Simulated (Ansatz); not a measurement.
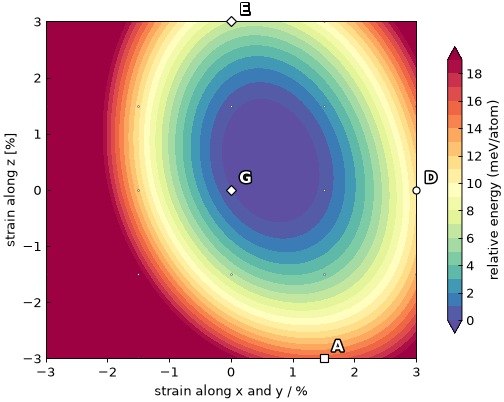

Si (P6/mmm, No. 191; 1 atom in the cell). The cell is strained homogeneously, by one strain along x and y and another along z, with fractional coordinates fixed (x along [1 0 0], z along [0 0 1] of the conventional cell). Coordinates scanned: (1) strain along x and y; (2) strain along z. Grid: 5 × 5 points. Points are written as (first, second). All energies are given in meV/atom relative to the lowest grid point. The reference cell is the one listed in the database, not relaxed at this level. Computed with DFT r2SCAN, scalar-relativistic, plane waves, PAW (Ansatz 0.2.0). Settings: cutoff 500 eV, k-mesh 24×24×20 in the order of the run's cell vectors, gaussian smearing 0.15 eV, no spin polarisation.

Drawn: filled contours, dots at the grid points, one colour for all values above the top of the scale, lettered points. Between grid points the surface is interpolated.

Q: Rank the lettered points by energy, lowest first.

A: G (0.0 meV/atom), E (6.9 meV/atom), D (11.1 meV/atom), A (15.5 meV/atom).
